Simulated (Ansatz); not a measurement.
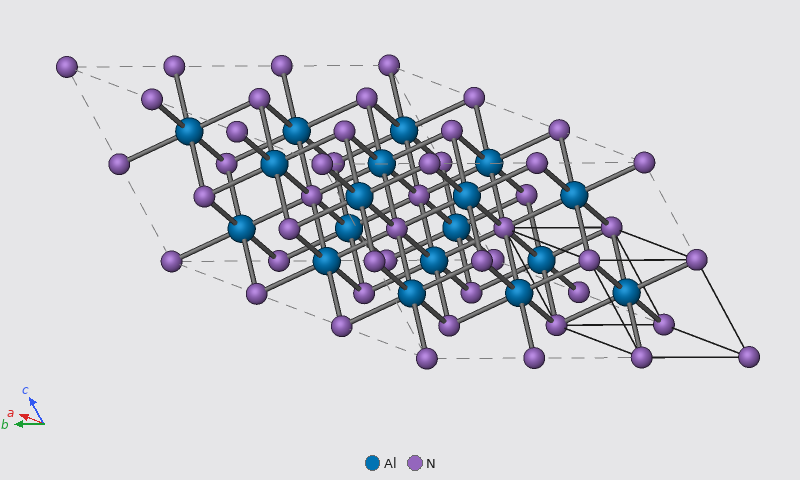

View from a general direction, drawn as a ball-and-stick model. Solid lines give the simulation cell, repeated here 3×3×2 times.

This input was run:
```yaml
crystal:
  lattice:
    - [0.0, 1.98365505, 2.034518]
    - [1.98365505, 0.0, 2.034518]
    - [1.98365505, 1.98365505, 0.0]
  atoms:
    - { symbol: Al, position: [0.5, 0.5, 0.5] }
    - { symbol: "N", position: [0.0, 0.0, 0.0] }
basis:
  ecutwfc: 500
kpoints:
  mp_grid: { grid: [10, 10, 10] }
hamiltonian:
  xc: r2scan
scf:
  occupations: { method: gaussian, width: 0.05 }
output:
  forces: true
  stress: true
  eigenvalues: true
  write_density: true
  write_potential: true
  elf: true
  volumetric_format: npy
```
Run as:
```sh
ansatz run input.yaml --threads 1 --pin off --max-ram 1228MiB --backend cpu --events-out ev --progress --plain --runs-dir out
```

The calculation used Ansatz, DFT r2SCAN, scalar-relativistic, plane waves, PAW, with cutoff 500 eV, k-points on a 10×10×10 grid, Gaussian smearing of 0.05 eV, no spin polarisation.

Metal or not?

An insulator at this level, with a gap of 5.61 eV on the k-mesh (the true edges may lie between mesh points, so the gap can be somewhat smaller).

Which way would the volume go on relaxing?

The computed pressure is 8.3 GPa (compressed: it would expand). The stress isn't hydrostatic: its largest component is 11.1 GPa.

Provenance: a structure listed in the Materials Project. The cell was then strained or its atoms displaced on purpose. A calculation with Ansatz used it as input.

At this level of theory the run's own cell isn't at rest (compressed, at 8 GPa), so its distances can differ from those at equilibrium, the more so the softer the solid.
